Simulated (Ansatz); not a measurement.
Run report: Ta4N, geometry relaxation (part 2 of 2)

Ta4N (slab, 5 atoms in the cell); DFT PBE, scalar-relativistic, plane waves, PAW, PAW set soft_1, no spin polarisation (Ansatz 0.2.0); cutoff 420 eV, 9×6×1 k-mesh, Gaussian smearing of 0.1 eV. The structure derives from an entry of the Crystallography Open Database. The input holds or restrains some coordinates. Forces given for the steps count only the free coordinates.

Geometry of the input (Å; fractional positions):
```
2.9862  0.0000  0.0000
0.0000  4.2231  0.0000
0.0000  0.0000  19.7920
Ta 0.5000  0.5000  0.2021
Ta 0.0000  0.0000  0.2775
Ta 0.5000  0.5000  0.3569
Ta 0.0000  0.0000  0.4190
N  0.3333  0.5000  0.4513
```

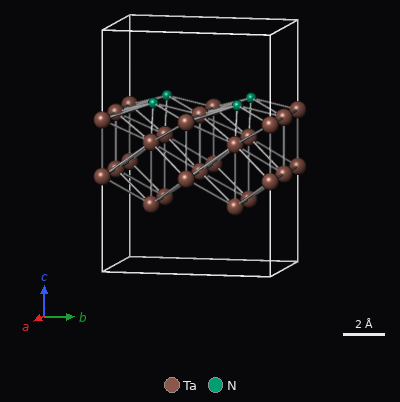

**Figure 1.** The geometry at step 1 of the log (ball-and-stick view of the 2 × 2 repeat of the cell, with the vacuum cut short, seen slightly off an axis).

What the program printed, continued:
```
SCF iter   1: F=—  HF=-40112.325686 eV  |F-HF|=—  |Δ(HF+E_count)|=         —  Δρ=3.26e-3  dr2=2.44e-2  ethr=4.20e-5  p=-0.060 e·Å  D=-4.38e-2 V/Å  ΔV_dip=0.87 eV  dr2_dipole=2.50e-6  V_vac-E_F(+/−)=4.60/3.73 eV  ⟨swp⟩=2.0  Hψ=2079  notcnv=0  defer=15
efield: sawtooth ramp at fractional position 0.8067 (handed on by an earlier solve), width 0.0400; the density the first Hamiltonian is built on has a dipole p = -0.060 e·Å; the dipole correction subtracts the counter field D = -4.38e-2 V/Å, which shifts the + side's vacuum level by +0.87 eV against the − side's; the planar-averaged density in the ramp window peaks in size at 3.6e-6 e/Å³
preconditioner: auto → LDOS  [metal: Δε(μ)=0.024 eV  Ē_g=4.632 eV  σ=0.100 eV  W_gap=0.13  n_scr=36 (ndim 8)  ℏωp=11.8 eV  f_vac=0.579  D(μ)=5.53/eV (n_scr^D=30)  β→1.0]
SCF iter   2: F=—  HF=-40112.322349 eV  |F-HF|=—  |Δ(HF+E_count)|=   3.34e-3  Δρ=1.21e-3  dr2=7.54e-3  ethr=4.20e-5  p=-0.049 e·Å  D=-3.52e-2 V/Å  ΔV_dip=0.70 eV  dr2_dipole=9.52e-7  V_vac-E_F(+/−)=4.43/3.73 eV  ⟨swp⟩=2.0  Hψ=1022  notcnv=0  defer=15
SCF iter   3: F=—  HF=-40112.321137 eV  |F-HF|=—  |Δ(HF+E_count)|=   1.21e-3  Δρ=2.64e-4  dr2=5.81e-4  ethr=1.32e-5  p=-0.051 e·Å  D=-3.72e-2 V/Å  ΔV_dip=0.74 eV  dr2_dipole=2.10e-5  V_vac-E_F(+/−)=4.47/3.73 eV  ⟨swp⟩=2.2  Hψ=1092  notcnv=0  defer=15
SCF iter   4: F=-40112.321049 eV  HF=-40112.321078 eV  |F-HF|=2.82e-5  |Δ(HF+E_count)|=   5.98e-5  Δρ=8.51e-5  dr2=3.98e-5  ethr=1.52e-7  p=-0.050 e·Å  D=-3.66e-2 V/Å  ΔV_dip=0.72 eV  dr2_dipole=6.28e-6  V_vac-E_F(+/−)=4.46/3.73 eV  ⟨swp⟩=19.3  Hψ=7891  notcnv=0
SCF 2 converged in 4 iterations: F = -40112.321049 eV  dr2 = 3.98e-5
relax step   2: F+E_penalty+E_count = -40112.32104945 eV  Δ(F+E_penalty+E_count) = -3.196e-2 eV  max|allowed force component| = 1.994e-1 eV/Å  Δτ_max = 0.0454 Å  (4 SCF iters, dr2 threshold 8.66e-5 eV, accepted)
SCF iter   1: F=—  HF=-40112.322061 eV  |F-HF|=—  |Δ(HF+E_count)|=         —  Δρ=6.58e-4  dr2=1.07e-3  ethr=1.53e-5  p=-0.050 e·Å  D=-3.66e-2 V/Å  ΔV_dip=0.72 eV  dr2_dipole=3.69e-6  V_vac-E_F(+/−)=4.46/3.73 eV  ⟨swp⟩=2.0  Hψ=1278  notcnv=0
efield: sawtooth ramp at fractional position 0.8067 (handed on by an earlier solve), width 0.0400; the density the first Hamiltonian is built on has a dipole p = -0.050 e·Å; the dipole correction subtracts the counter field D = -3.66e-2 V/Å, which shifts the + side's vacuum level by +0.72 eV against the − side's; the planar-averaged density in the ramp window peaks in size at 3.7e-6 e/Å³
preconditioner: auto → LDOS  [metal: Δε(μ)=0.027 eV  Ē_g=4.634 eV  σ=0.100 eV  W_gap=0.15  n_scr=36 (ndim 8)  ℏωp=11.8 eV  f_vac=0.579  D(μ)=5.64/eV (n_scr^D=30)  β→1.0]
SCF iter   2: F=—  HF=-40112.321923 eV  |F-HF|=—  |Δ(HF+E_count)|=   1.38e-4  Δρ=2.55e-4  dr2=2.88e-4  ethr=1.88e-6  p=-0.048 e·Å  D=-3.48e-2 V/Å  ΔV_dip=0.69 eV  dr2_dipole=4.65e-7  V_vac-E_F(+/−)=4.42/3.73 eV  ⟨swp⟩=2.0  Hψ=1108  notcnv=0
SCF iter   3: F=—  HF=-40112.321884 eV  |F-HF|=—  |Δ(HF+E_count)|=   3.91e-5  Δρ=6.20e-5  dr2=3.43e-5  ethr=5.05e-7  p=-0.048 e·Å  D=-3.51e-2 V/Å  ΔV_dip=0.69 eV  dr2_dipole=1.94e-6  V_vac-E_F(+/−)=4.43/3.73 eV  ⟨swp⟩=2.6  Hψ=1131  notcnv=0
SCF iter   4: F=—  HF=-40112.321882 eV  |F-HF|=—  |Δ(HF+E_count)|=   1.37e-6  Δρ=2.31e-5  dr2=2.98e-6  ethr=6.01e-8  p=-0.048 e·Å  D=-3.49e-2 V/Å  ΔV_dip=0.69 eV  dr2_dipole=3.98e-7  V_vac-E_F(+/−)=4.42/3.73 eV  ⟨swp⟩=2.1  Hψ=979  notcnv=0
SCF iter   5: F=-40112.321882 eV  HF=-40112.321883 eV  |F-HF|=4.91e-7  |Δ(HF+E_count)|=   5.95e-7  Δρ=1.13e-5  dr2=8.23e-7  ethr=4.36e-9  p=-0.048 e·Å  D=-3.48e-2 V/Å  ΔV_dip=0.69 eV  dr2_dipole=3.84e-9  V_vac-E_F(+/−)=4.42/3.73 eV  ⟨swp⟩=17.5  Hψ=6521  notcnv=0
SCF 3 converged in 5 iterations: F = -40112.321882 eV  dr2 = 8.23e-7
relax step   3: F+E_penalty+E_count = -40112.32188242 eV  Δ(F+E_penalty+E_count) = -8.330e-4 eV  max|allowed force component| = 1.202e-2 eV/Å  Δτ_max = 0.0086 Å  (5 SCF iters, dr2 threshold 2.48e-6 eV, accepted)
iter 1 solved again at ethr=1.45e-9 eV; its pass at ethr=3.10e-3 eV (dr2=8.28e-7 eV) is discarded
SCF iter   1: F=—  HF=-40112.321828 eV  |F-HF|=—  |Δ(HF+E_count)|=         —  Δρ=1.14e-5  dr2=8.28e-7  ethr=1.45e-9  p=-0.048 e·Å  D=-3.48e-2 V/Å  ΔV_dip=0.69 eV  dr2_dipole=3.90e-9  V_vac-E_F(+/−)=4.42/3.73 eV  ⟨swp⟩=1.0  Hψ=1880  notcnv=0
efield: sawtooth ramp at fractional position 0.8067 (handed on by an earlier solve), width 0.0400; the density the first Hamiltonian is built on has a dipole p = -0.048 e·Å; the dipole correction subtracts the counter field D = -3.48e-2 V/Å, which shifts the + side's vacuum level by +0.69 eV against the − side's; the planar-averaged density in the ramp window peaks in size at 3.8e-6 e/Å³
preconditioner: auto → LDOS  [metal: Δε(μ)=0.028 eV  Ē_g=4.632 eV  σ=0.100 eV  W_gap=0.16  n_scr=36 (ndim 8)  ℏωp=11.8 eV  f_vac=0.579  D(μ)=5.67/eV (n_scr^D=30)  β→1.0]
SCF iter   2: F=—  HF=-40112.321883 eV  |F-HF|=—  |Δ(HF+E_count)|=   5.49e-5  Δρ=9.95e-6  dr2=4.11e-7  ethr=1.45e-9  p=-0.048 e·Å  D=-3.47e-2 V/Å  ΔV_dip=0.69 eV  dr2_dipole=1.23e-8  V_vac-E_F(+/−)=4.42/3.73 eV  ⟨swp⟩=2.0  Hψ=956  notcnv=0
SCF iter   3: F=-40112.321883 eV  HF=-40112.321883 eV  |F-HF|=9.07e-9  |Δ(HF+E_count)|=   2.54e-9  Δρ=2.36e-6  dr2=4.42e-8  ethr=1.75e-10  p=-0.048 e·Å  D=-3.47e-2 V/Å  ΔV_dip=0.69 eV  dr2_dipole=1.32e-9  V_vac-E_F(+/−)=4.42/3.73 eV  ⟨swp⟩=9.0  Hψ=5482  notcnv=0
SCF 4 converged in 3 iterations: F = -40112.321883 eV  dr2 = 4.42e-8
relax step   4: F+E_penalty+E_count = -40112.32188302 eV  Δ(F+E_penalty+E_count) = -6.007e-7 eV  max|allowed force component| = 1.218e-2 eV/Å  Δτ_max = 0.0000 Å  (3 SCF iters, accepted)
WARN: The output density's exchange-correlation potential varies sharply where the density is thin. Do not read a vacuum level from v_tot or v_xc, or from such a field of the output density. On a cell that repeats whose density bears no net charge and no dipole along the vacuum's axis use v_es (v_loc + v_h of the components); under efield.dipole_correction with no amplitude use v_es + v_field, which holds any external_charges[].barrier, or the levels of the report's work_function block, which leave it out; under a non-zero efield.amplitude the vacuum is tilted and has no level; on a cell that repeats and bears such a dipole with no correction it is tilted too, and efield.dipole_correction with no amplitude gives each side of its ramp a level where efield: is served; in a cell that repeats whose density bears a net charge (total_charge, or a fill off its count) it is curved and has none; of a slab under crystal.periodic whose density bears no net charge use v_es, which has a level on each side, short of where the two are joined; of another it falls or rises all the way out and has none; of a slab beside external_charges read slab_vacuum_level instead, which it has where they leave it neutral. The grid or the basis barely resolves most such structure, and the values can differ between equally converged runs; as a rule a tighter scf.convergence.dr2_threshold does not remove it. Where the density itself ripples (under the LDA too) a higher basis.ecutwfc lessens it. The files hold the spikes' plane waves up to the density's cutoff. Files: v_tot_of_output_density and the like, and their columns of v_z.tsv (output.write_potential); v_xc_of_output_density and the like, and their columns of v_comp_z.tsv (output.write_potential_components). Measured: with its Gaussian average of σ = 0.25 Å subtracted twice, the exchange-correlation potential is over 0.1 eV at 4 of the grid points where the equally averaged density (valence and model cores) is under 1e-3 e/Å³, and 0.110 eV at the most among them, at an averaged density of 5.7e-8 e/Å³. The input density's (outcome.potential() and, of a run that writes arrays, v_tot and v_xc) is over 0.1 eV, so measured, at 7 points of its own thin density, 0.106 eV at the most. See output.write_potential in the manual, Limitations
SCF converged after 3 iterations
Free energy (F): -40112.321883 eV
Harris-Foulkes:  -40112.321883 eV  (|F-HF|=9.07e-9)
Internal energy: -40112.293518 eV  (E = F + TS)
E sigma→0 (E₀):  -40112.307701 eV
Entropy (-TS):   -0.028365 eV (-5.673 meV/atom)
Fermi energy:    3.074644 eV
Dipole field:    D = -0.034771 V/Å  (p = -0.047962 e·Å, saw-weighted, corrected)
Work function:   Φ+ = 4.4208 eV   Φ− = 3.7326 eV
Levels:          The Fermi level and band energies are counted from a zero that moves with the ramp; work functions are not
--- Per-component energies (eV) ---
  E_band       = -1277.816523
  E_kinetic    = 1689.270080
  E_local      = -39221.451991  (includes V_loc(G=0)·N_el)
  E_nonlocal   = -7.828310
  E_hartree    = 18846.785342
  E_xc         = -1337.492213
  E_vxc        = -1000.408759  (∫ρ·V_xc dr)
  E_paw        = -33345.352184  (= ΣΔE_a)
  E_vpaw       = -430.926304  (= ΣTr[D̂ρ^β])
  E_aug_tail   = 0.001174  (compensation charges beyond the density's cutoff)
  E_efield     = 0.000834  (sawtooth field / dipole correction)
  E_vefield    = -0.038297  (∫n·V_field dr)
  E_ewald      = 13263.773751
  E_smearing   = -0.028365  (= −TS)
  E_closure    = 0.000000  (closes the sum)
  Σ components = -40112.321883   (vs F -40112.321883, Δ=0.00e0)
--- Forces (eV/Å), atoms counted from 1 ---
  atom   1  Ta    -0.16223117     0.00000000     1.61306006
  atom   2  Ta     0.36717126     0.00000000    -1.72821435
  atom   3  Ta     0.59692311     0.00000000    -2.57713454
  atom   4  Ta     0.58075600     0.00000000     2.68019725
  atom   5  N     -1.38263108     0.00000000     0.01218495
  max |Σ_I F_I| component: 9.34e-5 eV/Å
--- Band table (eV; the first three rows and the last of 20) ---
  k-point 0: bands = ["-65.1399", "-64.9567", "-64.5609", "-64.3806", "-31.9254", "-31.7076", "-31.5477", "-31.5128", "-31.3393", "-31.1811", "-31.0726", "-31.0472", "-30.8622", "-30.7754", "-30.6868", "-30.6451", "-11.2345", "-3.7829", "-1.6277", "-1.2887", "-0.9652", "-0.4028", "0.2510", "0.8718", "2.1247", "2.3311", "2.5341", "2.8989", "3.0682", "3.3211", "3.6387", "3.7014", "4.6584", "4.9032", "4.9322"]
  k-point 1: bands = ["-65.1391", "-64.9562", "-64.5606", "-64.3822", "-31.9267", "-31.7267", "-31.5965", "-31.4791", "-31.3271", "-31.1588", "-31.0665", "-31.0415", "-30.8416", "-30.7748", "-30.7128", "-30.6615", "-11.1456", "-3.5525", "-2.1230", "-1.2796", "-0.8152", "-0.3159", "0.4749", "0.9782", "2.0160", "2.3398", "2.4090", "2.8589", "3.3074", "3.4897", "3.5944", "3.8295", "4.4729", "4.6105", "5.1879"]
  k-point 2: bands = ["-65.1373", "-64.9552", "-64.5602", "-64.3855", "-31.9226", "-31.7837", "-31.6288", "-31.4535", "-31.3041", "-31.1484", "-31.0537", "-30.9703", "-30.8546", "-30.7709", "-30.7427", "-30.7014", "-10.9612", "-3.1190", "-2.5313", "-1.4384", "-0.8284", "-0.0183", "0.7607", "1.1483", "1.8247", "2.2170", "2.3927", "3.0165", "3.4371", "3.5502", "3.8786", "4.1171", "4.2423", "4.4860", "4.7532"]
  k-point 19: bands = ["-65.1083", "-64.9272", "-64.5319", "-64.3578", "-31.9285", "-31.9213", "-31.6403", "-31.6225", "-31.5084", "-31.4957", "-31.1832", "-31.1318", "-31.0473", "-30.8853", "-30.8668", "-30.7290", "-10.4800", "-1.7410", "-1.5623", "-0.5252", "-0.2703", "0.6357", "0.7867", "1.4267", "1.5542", "1.7200", "2.2121", "2.6415", "2.8094", "3.3734", "3.8040", "4.3550", "4.6616", "4.8874", "5.3994"]
--- Relaxed structure (4 steps of the walk, 4 accepted, 0 SCFs on fresh bases) ---
  F+E_penalty+E_count = -40112.32188302 eV   max|allowed force component| = 1.218e-2 eV/Å
  atoms:
    - { symbol: Ta, position: [0.5, 0.5, 0.20210145870000001] }
    - { symbol: Ta, position: [0.0, 0.0, 0.27754038430000005] }
    - { symbol: Ta, position: [0.5, 0.5, 0.35685102170000005] }
    - { symbol: Ta, position: [0.0, 0.0, 0.41895830620000013] }
    - { symbol: N, position: [0.3333333333, 0.5, 0.44856970264065116] }
```

Trajectory as extended XYZ (Å, eV, eV/Å), 4 frames, from step=1 to step=4:
```
5
Lattice="2.9862 0.0000 0.0000 0.0000 4.2231 0.0000 0.0000 0.0000 19.7920" Properties=species:S:1:pos:R:3:forces:R:3 step=1 energy=-40112.28909
Ta    1.4931    2.1115    4.0000   -0.1469   0.0000   1.6681
Ta    0.0000    0.0000    5.4931    0.3609   0.0000  -1.7928
Ta    1.4931    2.1115    7.0628    0.3440   0.0000  -1.6155
Ta    0.0000    0.0000    8.2920    0.5543   0.0000   2.9168
N     0.9954    2.1115    8.9320   -1.1123   0.0000  -1.1774
5
Lattice="2.9862 0.0000 0.0000 0.0000 4.2231 0.0000 0.0000 0.0000 19.7920" Properties=species:S:1:pos:R:3:forces:R:3 step=2 energy=-40112.32105
Ta    1.4931    2.1115    4.0000   -0.1598   0.0000   1.6234
Ta    0.0000    0.0000    5.4931    0.3664   0.0000  -1.7375
Ta    1.4931    2.1115    7.0628    0.5498   0.0000  -2.4007
Ta    0.0000    0.0000    8.2920    0.5760   0.0000   2.7193
N     0.9954    2.1115    8.8867   -1.3336   0.0000  -0.1994
5
Lattice="2.9862 0.0000 0.0000 0.0000 4.2231 0.0000 0.0000 0.0000 19.7920" Properties=species:S:1:pos:R:3:forces:R:3 step=3 energy=-40112.32188
Ta    1.4931    2.1115    4.0000   -0.1622   0.0000   1.6128
Ta    0.0000    0.0000    5.4931    0.3672   0.0000  -1.7278
Ta    1.4931    2.1115    7.0628    0.5970   0.0000  -2.5768
Ta    0.0000    0.0000    8.2920    0.5807   0.0000   2.6800
N     0.9954    2.1115    8.8781   -1.3826   0.0000   0.0120
5
Lattice="2.9862 0.0000 0.0000 0.0000 4.2231 0.0000 0.0000 0.0000 19.7920" Properties=species:S:1:pos:R:3:forces:R:3 step=4 energy=-40112.32188
Ta    1.4931    2.1115    4.0000   -0.1622   0.0000   1.6131
Ta    0.0000    0.0000    5.4931    0.3672   0.0000  -1.7282
Ta    1.4931    2.1115    7.0628    0.5969   0.0000  -2.5771
Ta    0.0000    0.0000    8.2920    0.5808   0.0000   2.6802
N     0.9954    2.1115    8.8781   -1.3826   0.0000   0.0122
```

Key numbers:

```csv
quantity,value
outcome,converged under the restraints of the input
electrons treated,57
free energy,−40112.3219 eV
"work function, top face",4.42 eV
"work function, bottom face",3.73 eV
Fermi energy,3.075 eV
gap on the k-point mesh,none (metallic)
final volume,249.60 Å³
work function (upper face),4.42 eV
"largest force (length of the vector) at the end, held atoms and coordinates included",2.742 eV/Å
hardware,"2 threads of Arm Neoverse V1, 24 GiB of memory available, shared host"
wall time,35 s (CPU time 70 s)
peak memory,0.5 GiB
```

Remarks:

Notes on the run: the exchange-correlation potential is rough where the density is thin. Spin–orbit coupling is left out, which matters for Ta. The cell holds an odd number of electrons but the run has no spin polarisation, so a band is left half filled.
